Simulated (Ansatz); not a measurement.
## CdSe: 5 runs along one coordinate

System: CdSe (P6₃mc, 4 atoms in the cell).
Method: DFT PBE, scalar-relativistic, plane waves, PAW, no spin polarisation (Ansatz 0.2.0).

The 5 runs differ only in the geometry, by a strain of the cell at fixed fractional positions. Against run 3, the strain is εxx = η and εyy = η. The structure derives from an entry of the Crystallography Open Database.

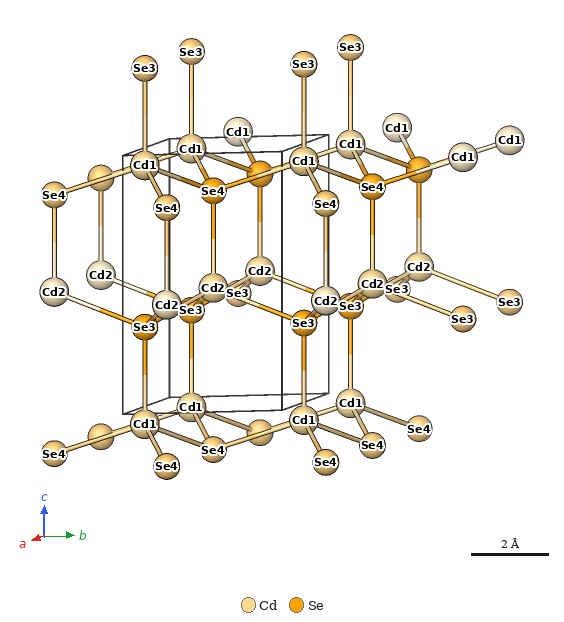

Figure 1. The structure of run 3 (ball-and-stick view of the cell of the calculation, repeated 2 × 2 × 1, seen slightly off an axis; neighbours outside the cell are drawn fainter; atoms are numbered from 1 in the order of the input). An atom can appear more than once, as a periodic image.

### Input of run 3
```yaml
crystal:
  lattice:
    - [4.2984999142, 0.0, 0.0]
    - [-2.1492499571, 3.7226101239, 0.0]
    - [0.0, 0.0, 6.83982]
  atoms:
    - { symbol: Cd, position: [0.6666666667, 0.3333333333, 0.0] }
    - { symbol: Cd, position: [0.3333333333, 0.6666666667, 0.5] }
    - { symbol: Se, position: [0.6666666667, 0.3333333333, 0.375] }
    - { symbol: Se, position: [0.3333333333, 0.6666666667, 0.875] }
basis:
  ecutwfc: 420
kpoints:
  mp_grid: { grid: [6, 6, 4] }
hamiltonian:
  xc: pbe
scf:
  occupations: { method: gaussian, width: 0.05 }
output:
  forces: true
  stress: true
  eigenvalues: true
```

Command:
```bash
ansatz run input.yaml --threads 1 --pin off --max-ram 2560MiB --backend cpu --events-out ev --progress --plain --runs-dir out
```

Lattice vectors (Å) and fractional positions of run 3:
```
   4.298500    0.000000    0.000000
  -2.149250    3.722610    0.000000
   0.000000    0.000000    6.839820
Cd  0.666667  0.333333  0.000000
Cd  0.333333  0.666667  0.500000
Se  0.666667  0.333333  0.375000
Se  0.333333  0.666667  0.875000
```

Run 4 differs from it as follows:
```diff
-    - [4.2984999142, 0.0, 0.0]
-    - [-2.1492499571, 3.7226101239, 0.0]
+    - [4.4059624121, 0.0, 0.0]
+    - [-2.202981206, 3.815675377, 0.0]
```

### Results, with one run withheld

| run | strain parameter η (%) | free energy per atom, from the lowest run given (meV) | pressure (GPa) | gap on the mesh (eV) |
| --- | --- | --- | --- | --- |
| 1 | −5.0000 | 145.72 | 12.91 | 0.89 |
| 2 | −2.5000 | 55.72 | 8.21 | 0.83 |
| 3 | 0.0000 | 7.17 | 4.64 | 0.75 |
| 4 | 2.5000 | ? | ? | ? |
| 5 | 5.0000 | 0.00 | −0.10 | 0.56 |

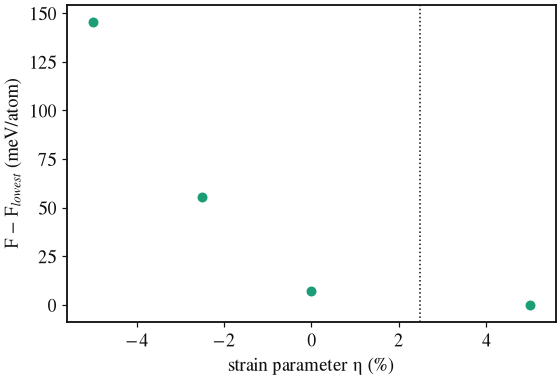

Figure 2. Free energy per atom of the runs given; the dotted line marks run 4.

Fit the runs given and predict run 4.

A quadratic polynomial in the coordinate, fitted to the 4 runs given, misses them by at most 2.50 meV per atom. With x = η + 0.6250, it reads F = 15.373 − 17.81 x + 2.6902 x² (meV per atom). At run 4 it gives −14.01 meV per atom, and the run itself gives −8.96. The fit has its minimum at η = 2.6852 %. The fit misses that run by 5.05 meV per atom. The gap on the mesh goes, without turning, from 0.89 eV in run 1 to 0.56 eV in run 5; run 4 has 0.63 eV. These are gaps of this functional on this mesh, which can miss the band edges; they aren't the measured gap.

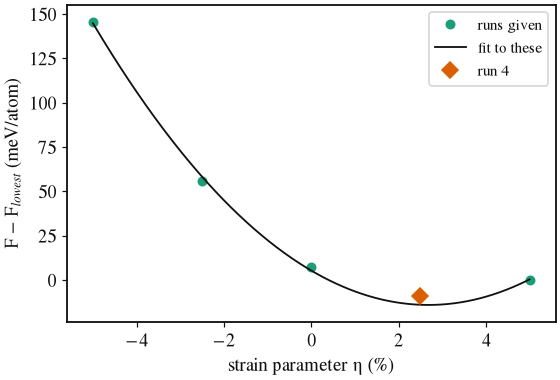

Figure 3. The fit and the withheld run.

### Output, shortened to warnings, some set-up lines, iterations and results (run 4)
```
Basis set: ecut = 420 eV, 2261 PW (Γ), exchange–correlation on 60×60×96 points (8 copies of the dense FFT grid, shifted against one another)
Symmetry: 12 space group operations
k-points: 21 of 144 (time reversal used)
Initial density: superposition of atomic densities (neutral atoms: chi_scale 0, normalization atom), corrected by the library's trained network
[...]
SCF iter   1: F=—  HF=-27449.503758 eV  |F-HF|=—  |Δ(HF+E_count)|=         —  Δρ=8.69e-4  dr2=1.79e-3  ethr=1.77e-3  ⟨swp⟩=6.3  Hψ=3369  notcnv=0  defer=15
SCF iter   2: F=—  HF=-27449.504888 eV  |F-HF|=—  |Δ(HF+E_count)|=   1.13e-3  Δρ=4.99e-4  dr2=5.24e-4  ethr=2.48e-6  ⟨swp⟩=2.0  Hψ=1470  notcnv=0  defer=22
SCF iter   3: F=—  HF=-27449.504955 eV  |F-HF|=—  |Δ(HF+E_count)|=   6.72e-5  Δρ=2.13e-4  dr2=3.87e-5  ethr=7.28e-7  ⟨swp⟩=2.0  Hψ=1239  notcnv=0  defer=7
SCF iter   4: F=—  HF=-27449.504969 eV  |F-HF|=—  |Δ(HF+E_count)|=   1.41e-5  Δρ=9.40e-5  dr2=1.13e-5  ethr=5.37e-8  ⟨swp⟩=2.7  Hψ=1573  notcnv=0  defer=7
SCF iter   5: F=—  HF=-27449.504987 eV  |F-HF|=—  |Δ(HF+E_count)|=   1.83e-5  Δρ=3.54e-5  dr2=2.21e-6  ethr=1.57e-8  ⟨swp⟩=2.0  Hψ=1231  notcnv=0  defer=7
SCF iter   6: F=—  HF=-27449.504990 eV  |F-HF|=—  |Δ(HF+E_count)|=   2.13e-6  Δρ=1.01e-5  dr2=1.19e-7  ethr=3.07e-9  ⟨swp⟩=2.0  Hψ=1239  notcnv=0  defer=7
SCF iter   7: F=-27449.504990 eV  HF=-27449.504990 eV  |F-HF|=5.75e-10  |Δ(HF+E_count)|=   2.63e-7  Δρ=3.40e-6  dr2=1.38e-8  ethr=1.39e-10  ⟨swp⟩=8.0  Hψ=3767  notcnv=0
SCF 1 converged in 7 iterations: F = -27449.504990 eV  dr2 = 1.38e-8
SCF converged after 7 iterations
Free energy (F): -27449.504990 eV
Harris-Foulkes:  -27449.504990 eV  (|F-HF|=5.75e-10)
Internal energy: -27449.504990 eV  (E = F + TS)
E sigma→0 (E₀):  -27449.504990 eV
Fermi energy:    7.491018 eV
--- Per-component energies (eV) ---
  E_band       = -1798.521688
  E_kinetic    = 1247.329115
  E_local      = -12896.691278  (includes V_loc(G=0)·N_el)
  E_nonlocal   = -1124.551637
  E_hartree    = 6128.809967
  E_xc         = -561.952190
  E_vxc        = -639.665330  (∫ρ·V_xc dr)
  E_paw        = -11989.420204  (= ΣΔE_a)
  E_vpaw       = -642.571514  (= ΣTr[D̂ρ^β])
  E_aug_tail   = -0.001175  (compensation charges beyond the density's cutoff)
  E_ewald      = -8253.027587
  E_smearing   = -0.000000  (= −TS)
  E_closure    = -0.000000  (closes the sum)
  Σ components = -27449.504990   (vs F -27449.504990, Δ=0.00e0)
--- Forces (eV/Å), atoms counted from 1 ---
  atom   1  Cd    -0.00000000    -0.00000000    -0.44889271
  atom   2  Cd    -0.00000000     0.00000000    -0.44889271
  atom   3  Se     0.00000000    -0.00000000     0.44891602
  atom   4  Se     0.00000000     0.00000000     0.44891602
  max |Σ_I F_I| component: 4.66e-5 eV/Å
--- Stress (GPa, compression-positive) ---
        0.284241      -0.000000       0.000000
       -0.000000       0.284241      -0.000000
        0.000000      -0.000000       5.227647
  P = ⅓ Tr σ = 1.9320 GPa (19.320 kbar)
```
